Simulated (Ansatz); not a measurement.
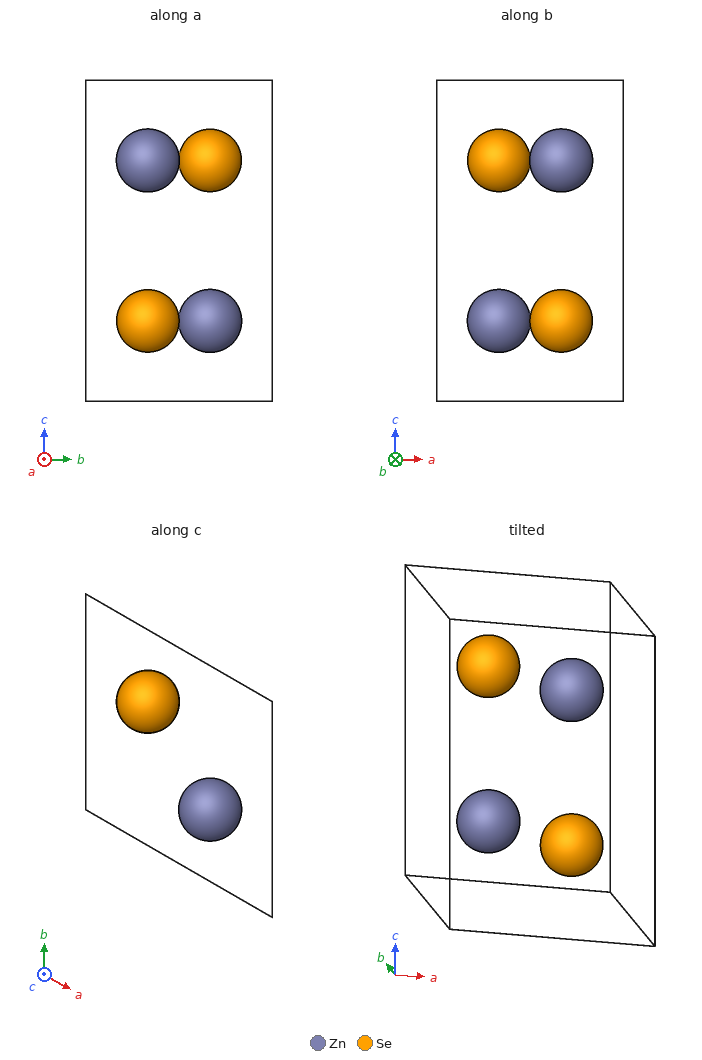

Drawn in the spheres-only manner and seen along the a axis, along the b axis, along the c axis and slightly off an axis. The frame is the conventional unit cell; atoms at its boundary are shown with their periodic copies.

Lattice parameters: a = 4.0746 Å, b = 4.0746 Å, c = 6.0605 Å, α = 90.000°, β = 90.000°, γ = 120.000°.

### Transcribe the picture into a CIF with its space group and independent sites.

```cif
data_structure
_symmetry_space_group_name_H-M 'P 63/m m c'
_symmetry_Int_Tables_number 194
_cell_length_a 4.0746
_cell_length_b 4.0746
_cell_length_c 6.0605
_cell_angle_alpha 90.000
_cell_angle_beta 90.000
_cell_angle_gamma 120.000
_cell_volume 87.14
loop_
_atom_site_label
_atom_site_type_symbol
_atom_site_symmetry_multiplicity
_atom_site_Wyckoff_symbol
_atom_site_fract_x
_atom_site_fract_y
_atom_site_fract_z
_atom_site_occupancy
Zn1 Zn 2 c 0.3333 0.6667 0.2500 1
Se1 Se 2 d 0.6667 0.3333 0.2500 1
```

Its origin is a structure type filled with these elements by a generator (whether the compound takes this form wasn't checked). The cell was then strained or its atoms displaced on purpose. A calculation with Ansatz used it as input.

At this level of theory the cell isn't at rest (compressed, at 6 GPa), so its distances can differ from those at equilibrium, the more so the softer the solid.
